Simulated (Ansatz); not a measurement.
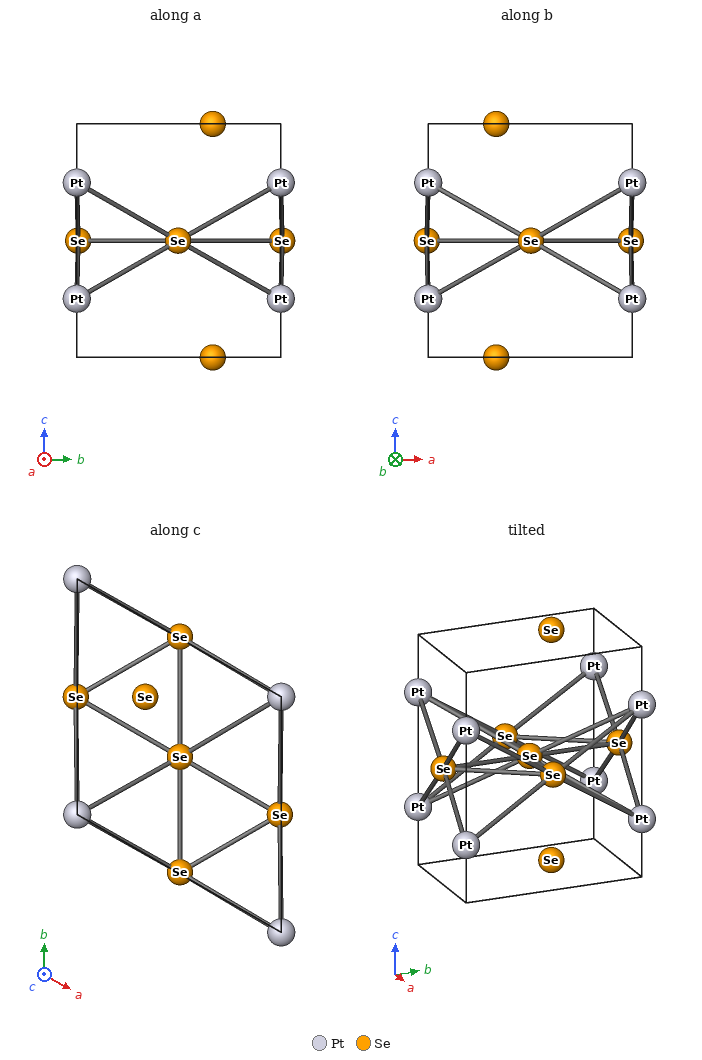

The figure gives a ball-and-stick picture of the atoms, viewed along the a axis, along the b axis, along the c axis and slightly off an axis. The lines enclose the conventional unit cell; boundary atoms appear with their images.

Lattice parameters: a = 5.370 Å, b = 5.370 Å, c = 5.323 Å, α = 90.00°, β = 90.00°, γ = 120.00°. Put a along x and b in the xy plane.

Q: From the views, write a POSCAR file, with free fractional coordinates to two decimals.

A:
```
Pt Se
1.0
     5.370    0.000    0.000
    -2.685    4.651    0.000
     0.000    0.000    5.323
Pt Se
2 4
Direct
  0.00 0.00 0.25
  0.00 0.00 0.75
  0.50 0.50 0.50
  0.50 0.01 0.50
  0.99 0.50 0.50
  0.3333 0.6667 0.00
```

The starting point was a random cell made by a generator, so it need not be a real form of the compound. Earlier steps of the study, as a rule a relaxation of our own, may have changed the cell and positions, so they can lie some per cent off the listed ones. It was run through Ansatz as a DFT input.
